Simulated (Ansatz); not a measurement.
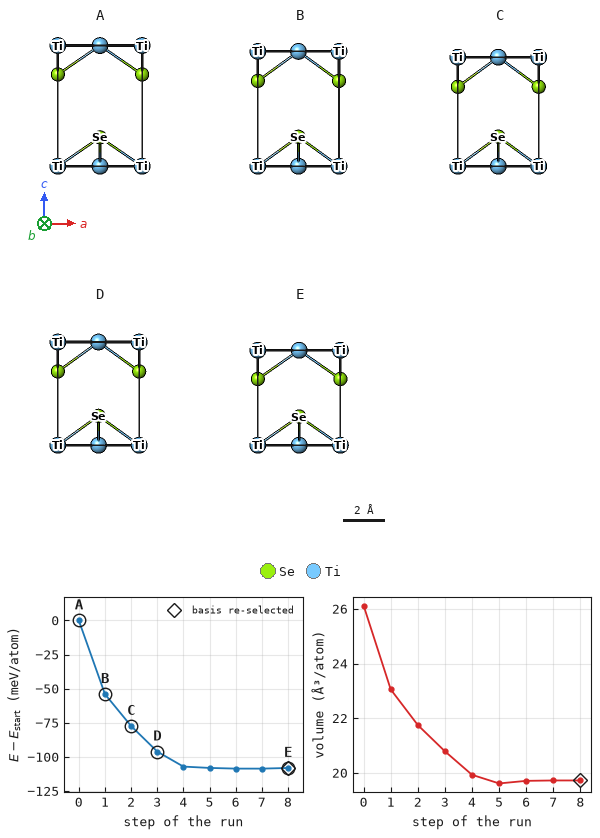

Frames of a relaxation of solid TiSe (set up in P4/nmm), marked on the history of the run. Style: ball-and-stick. Shown: the cell of the calculation, along the b axis.

The run lets cell and atoms move.

Theory: Ansatz, Kohn-Sham DFT of a periodic cell, PBEsol with D3(BJ), Ansatz PAW.

Input
```yaml
crystal:
  lattice:
    - [4.178357, 0.0, 0.0]
    - [0.0, 4.178357, 0.0]
    - [0.0, 0.0, 5.984423]
  atoms:
    - { symbol: Se, position: [0.0, 0.5, 0.760556] }
    - { symbol: Se, position: [0.5, 0.0, 0.239444] }
    - { symbol: Ti, position: [0.0, 0.0, 0.0] }
    - { symbol: Ti, position: [0.5, 0.5, 0.0] }
hamiltonian:
  xc: pbesol
  pseudopotentials: { kind: paw }
  dispersion: d3bj
kpoints:
  mp_grid: { grid: [7, 7, 5] }
scf:
  occupations: { method: fermi_dirac, width: 0.05 }
output:
  forces: true
  stress: true
  eigenvalues: true
relax:
  f_tol: 0.01
  max_steps: 40
  cell: { stress_tol: 0.05 }
```

Launched with:
```bash
ansatz run input.yaml --threads 2 --pin off --max-ram 5632MiB --backend cpu --events-out ev --progress --plain --runs-dir out
```

Describe the path.

Answer. The energy falls by 108 meV per atom in 7 accepted moves (8 points after the start). Largest force component: 0.32 eV/Å at the start, 0.00088 eV/Å at the end. The pressure goes from −4.97 to 0.00 GPa. The SCF was repeated once at an unchanged geometry on a basis and grid sized afresh for the cell, which shifted the energy by 0.5 meV per atom at most. The largest moves relative to the cell, 0.30 Å, are those of Se atoms. Ti stays in place. Cell: a = b 4.178 → 4.093 Å (−2.0 %), c 5.984 → 4.709 Å (−21.3 %). Volume −24.5 %. Near-neighbour distances that change, for instance: Ti–Ti 2.955 → 2.894 Å, Se–Ti 2.533 → 2.494 Å. The space group stays P4/nmm (No. 129). From step 0 to 1: Se atoms move most (0.10 Å), volume −11.7 %, energy −54.0 meV per atom. From step 1 to 2: Se atoms move most (0.08 Å), volume −5.7 %, energy −23.3 meV per atom. From step 2 to 3: Se atoms move most (0.07 Å), volume −4.4 %, energy −18.7 meV per atom. From step 3 to 8: Se atoms move most (0.08 Å), volume −5.1 %, energy −12.0 meV per atom.

```
step  E − E(0), meV/atom  largest force component, eV/Å  pressure, GPa  volume, Å³/atom                      note
   0                0.00                         0.3228          -4.97           26.120                          
   1              -53.98                         0.2411          -0.32           23.054                          
   2              -77.33                         0.1859           0.13           21.750                          
   3              -96.04                         0.1275           0.21           20.791                          
   4             -107.04                         0.1042           0.52           19.931                          
   5             -108.02                         0.1334          -0.27           19.615                          
   6             -108.52                         0.0138           0.00           19.710                          
   7             -108.53                         0.0010           0.00           19.724                          
   8             -108.05                         0.0009           0.00           19.724  same geometry, new basis
```
